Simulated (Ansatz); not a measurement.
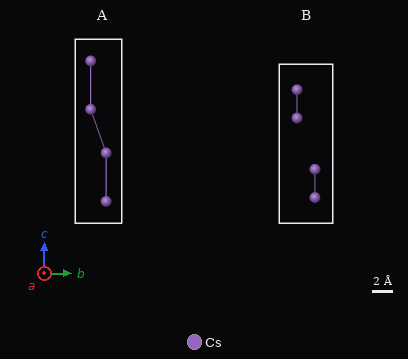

Two geometries of crystalline Cs (built on the O_194 type) (coarse preliminary run), drawn at one scale. One is the start of a relaxation, the other its converged end. Style: ball-and-stick. Shown: the cell of the calculation, along the a axis.

Computed with DFT PBE, scalar-relativistic, plane waves, PAW in Ansatz 0.2.0. Settings: plane-wave cutoff 420 eV; k-point mesh 3 × 3 × 1; occupations gaussian; smearing width 0.1 eV; no spin polarisation; cell and atoms relaxed; force threshold 0.04 eV/Å; at most 70 steps.

Which one is relaxed?

Structure A is the relaxed one. Case: O type (P6_3/mmc, No. 194). The largest moves relative to the cell, 0.79 Å, are those of Cs atoms. The drawn cell changes as follows: a = b 6.271 → 5.431 Å (−13.4 %), c 16.099 → 18.623 Å (+15.7 %); the volume changes by −13.2 %. Among the contacts that change: Cs–Cs 2.866 → 4.902 Å, Cs–Cs 6.323 → 5.411 Å, Cs–Cs 6.271 → 5.431 Å. The space group stays P6_3/mmc (No. 194). After 5 accepted moves (6 points after the start) the energy has fallen by 3.681 eV per cell of the calculation. Largest force component: 4.1 eV/Å at the start, 0.024 eV/Å at the end. Pressure: 1.68 GPa at the start and 0.01 GPa at the end. The SCF was repeated once at an unchanged geometry on a basis and grid sized afresh for the cell, which shifted the energy by 0.9 meV per cell of the calculation at most.
